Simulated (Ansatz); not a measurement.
# Energy of AlNi along a strain of the cell

System: AlNi (P4/mmm, 2 atoms in the cell).
Method: DFT PBEsol, scalar-relativistic, plane waves, PAW, no spin polarisation (Ansatz 0.2.0).

The 7 runs differ only in the geometry, by a strain of the cell at fixed fractional positions. Against run 4, the strain is εzz = η. The structure derives from a Materials Project entry.

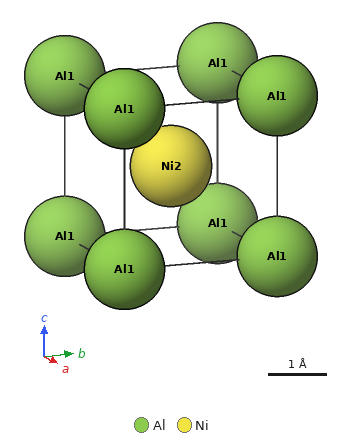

Figure 1. The structure of run 4 (spheres-only view of the cell of the calculation, seen slightly off an axis; atoms are numbered from 1 in the order of the input).

## Input of run 4
```yaml
crystal:
  lattice:
    - [2.8586048674, 0.0, 0.0]
    - [0.0, 2.8586048674, 0.0]
    - [0.0, 0.0, 2.8694088859]
  atoms:
    - { symbol: Al, position: [0.0, 0.0, 0.0] }
    - { symbol: Ni, position: [0.5, 0.5, 0.5] }
basis:
  ecutwfc: 420
kpoints:
  mp_grid: { grid: [14, 14, 14] }
hamiltonian:
  xc: pbesol
scf:
  occupations: { method: gaussian, width: 0.1 }
output:
  forces: true
  stress: true
  eigenvalues: true
```

Run 2 differs from it as follows:
```diff
-    - [0.0, 0.0, 2.8694088859]
+    - [0.0, 0.0, 2.8120207082]
```

## Results, with one run withheld

| run | strain parameter η (%) | free energy per atom, from the lowest run given (meV) | pressure (GPa) |
| --- | --- | --- | --- |
| 1 | −3.0000 | 7.15 | 5.68 |
| 2 | −2.0000 | ? | ? |
| 3 | −1.0000 | 0.70 | 1.81 |
| 4 | 0.0000 | 0.00 | 0.03 |
| 5 | 1.0000 | 0.87 | −1.66 |
| 6 | 2.0000 | 3.28 | −3.25 |
| 7 | 3.0000 | 7.15 | −4.75 |

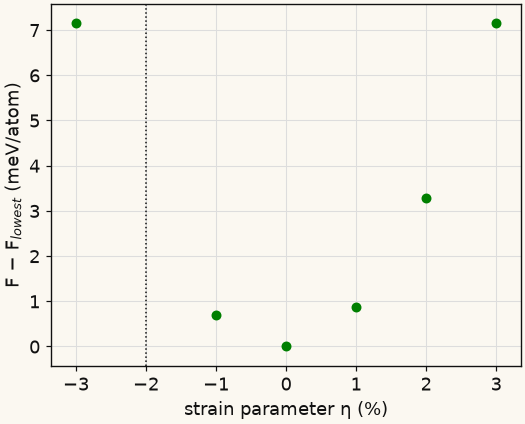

Figure 2. Free energy per atom of the runs given; the dotted line marks run 2.

Fit the runs given and predict run 2.

A cubic polynomial in the coordinate, fitted to the 6 runs given, misses them by at most 0.01 meV per atom. With x = η − 0.3333, it reads F = 0.11328 + 0.62203 x + 0.7845 x² − 0.010616 x³ (meV per atom). At run 2 it gives 3.07 meV per atom, and the run itself gives 3.04. The fit has its minimum at η = −0.0600 %.

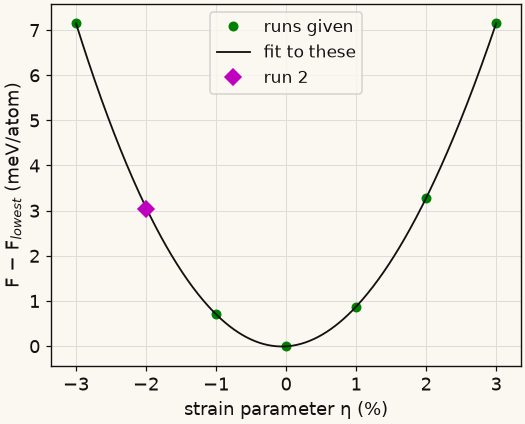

Figure 3. The fit and the withheld run.

## Output, shortened to warnings, some set-up lines, iterations and results (run 2)
```
Basis set: ecut = 420 eV, 461 PW (Γ), exchange–correlation on 40×40×40 points (8 copies of the dense FFT grid, shifted against one another)
Symmetry: 16 space group operations
k-points: 288 of 2744
Initial density: superposition of atomic densities (neutral atoms: chi_scale 0, normalization atom), corrected by the library's trained network
[...]
SCF iter   1: F=—  HF=-6330.865393 eV  |F-HF|=—  |Δ(HF+E_count)|=         —  Δρ=2.00e-2  dr2=5.32e-2  ethr=1.77e-3  ⟨swp⟩=4.7  Hψ=19612  notcnv=0
SCF iter   2: F=—  HF=-6330.858931 eV  |F-HF|=—  |Δ(HF+E_count)|=   6.46e-3  Δρ=6.96e-3  dr2=7.40e-3  ethr=2.53e-4  ⟨swp⟩=2.0  Hψ=7579  notcnv=0  defer=73
SCF iter   3: F=—  HF=-6330.858067 eV  |F-HF|=—  |Δ(HF+E_count)|=   8.63e-4  Δρ=1.08e-3  dr2=1.95e-4  ethr=3.52e-5  ⟨swp⟩=1.0  Hψ=4237  notcnv=0  defer=73
SCF iter   4: F=—  HF=-6330.858041 eV  |F-HF|=—  |Δ(HF+E_count)|=   2.65e-5  Δρ=8.26e-5  dr2=5.18e-7  ethr=9.30e-7  ⟨swp⟩=1.5  Hψ=4683  notcnv=0  defer=73
SCF iter   5: F=—  HF=-6330.858057 eV  |F-HF|=—  |Δ(HF+E_count)|=   1.60e-5  Δρ=8.71e-6  dr2=1.04e-8  ethr=2.47e-9  ⟨swp⟩=2.0  Hψ=7073  notcnv=0  defer=73
SCF iter   6: F=-6330.858057 eV  HF=-6330.858057 eV  |F-HF|=2.80e-10  |Δ(HF+E_count)|=   1.41e-9  Δρ=1.64e-6  dr2=3.13e-10  ethr=4.95e-11  ⟨swp⟩=3.2  Hψ=14522  notcnv=0
SCF 1 converged in 6 iterations: F = -6330.858057 eV  dr2 = 3.13e-10
SCF converged after 6 iterations
Free energy (F): -6330.858057 eV
Harris-Foulkes:  -6330.858057 eV  (|F-HF|=2.80e-10)
Internal energy: -6330.853333 eV  (E = F + TS)
E sigma→0 (E₀):  -6330.855695 eV
Entropy (-TS):   -0.004724 eV (-2.362 meV/atom)
Fermi energy:    14.522181 eV
--- Per-component energies (eV) ---
  E_band       = -325.431308
  E_kinetic    = 312.940228
  E_local      = -4390.662608  (includes V_loc(G=0)·N_el)
  E_nonlocal   = 648.590632
  E_hartree    = 1888.942819
  E_xc         = -126.291731
  E_vxc        = -141.639311  (∫ρ·V_xc dr)
  E_paw        = -2052.667569  (= ΣΔE_a)
  E_vpaw       = -532.547346  (= ΣTr[D̂ρ^β])
  E_aug_tail   = 0.000405  (compensation charges beyond the density's cutoff)
  E_ewald      = -2611.921936
  E_core_change = 0.216428  (= ΣΔE_core)
  E_smearing   = -0.004724  (= −TS)
  E_closure    = -0.000000  (closes the sum)
  Σ components = -6330.858057   (vs F -6330.858057, Δ=0.00e0)
--- Forces (eV/Å), atoms counted from 1 ---
  atom   1  Al    -0.00000000     0.00000000     0.00000000
  atom   2  Ni     0.00000000     0.00000000     0.00000000
  max |Σ_I F_I| component: 3.65e-29 eV/Å
--- Stress (GPa, compression-positive) ---
        3.345642       0.000000       0.000000
        0.000000       3.345642       0.000000
        0.000000       0.000000       4.372950
  P = ⅓ Tr σ = 3.6881 GPa (36.881 kbar)
```

Notes: The run has no spin polarisation, so a magnetic state may lie lower.
